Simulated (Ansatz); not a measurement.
Ta (slab)

Input file:

```
crystal:
  lattice:
    - [2.9839906166, 0.0, 0.0]
    - [0.0, 4.22, 0.0]
    - [0.0, 0.0, 25.4439671581]
  atoms:
    - { symbol: Ta, position: [0.5, 0.5, 0.2947653545] }
    - { symbol: Ta, position: [0.0, 0.0, 0.3534038247] }
    - { symbol: Ta, position: [0.5, 0.5, 0.4120422948] }
    - { symbol: Ta, position: [0.0, 0.0, 0.4706807649] }
    - { symbol: Ta, position: [0.5, 0.5, 0.5293192351] }
    - { symbol: Ta, position: [0.0, 0.0, 0.5879577052] }
    - { symbol: Ta, position: [0.5, 0.5, 0.6465961753] }
    - { symbol: Ta, position: [0.0, 0.0, 0.7052346455] }
hamiltonian:
  xc: pbe
  pseudopotentials: { kind: paw }
kpoints:
  mp_grid: { grid: [9, 6, 1] }
scf:
  occupations: { method: fermi_dirac, width: 0.05 }
output:
  forces: true
  eigenvalues: true
  write_density: true
  write_potential: true
  elf: true
  volumetric_format: npy
efield:
  axis: 3
  dipole_correction: true
  ramp_width: 0.04
```

Command:

```sh
ansatz run input.yaml --threads 4 --pin off --max-ram 11264MiB --backend cpu --events-out ev --progress --plain --runs-dir out
```

Not relaxed (largest force 1.5 eV/Å).

Theory: Kohn-Sham DFT of a periodic cell, PBE, Ansatz PAW (Ansatz 0.2.0).

Q: What can the converged valence pseudo-density and electron localisation function tell about the bonding?

A: Ta–Ta (2.98 Å): ρ is about 0.29 e/Å³ halfway; the ELF is about 0.40 at the midpoint.

Q: Metal or insulator at this level of theory?

A: It is metallic or semimetallic at this level of theory: no gap opens.

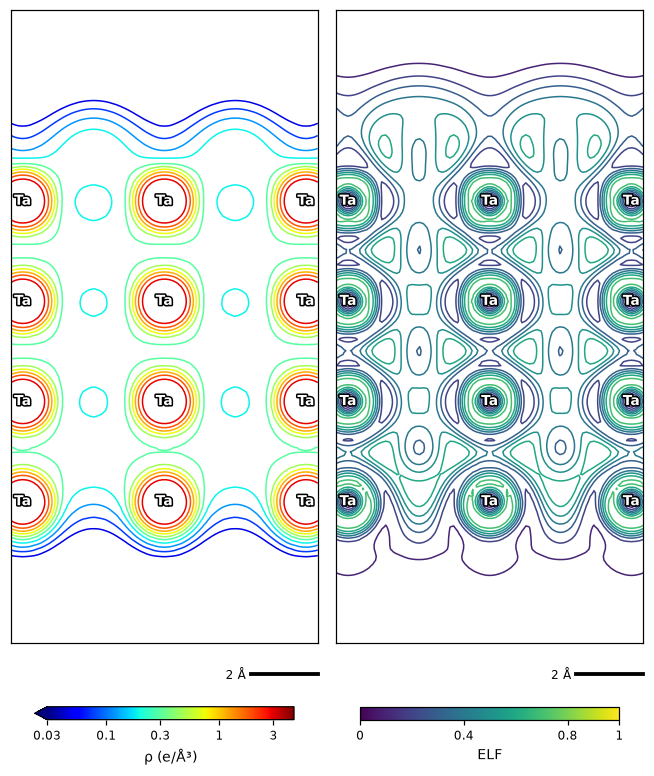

Computed valence pseudo-density and electron localisation function on the (100) plane of the calculation cell, a cut from vacuum to vacuum, in this order. 

The density is the valence pseudo-density of a PAW calculation; it isn't the true density close to the nuclei.
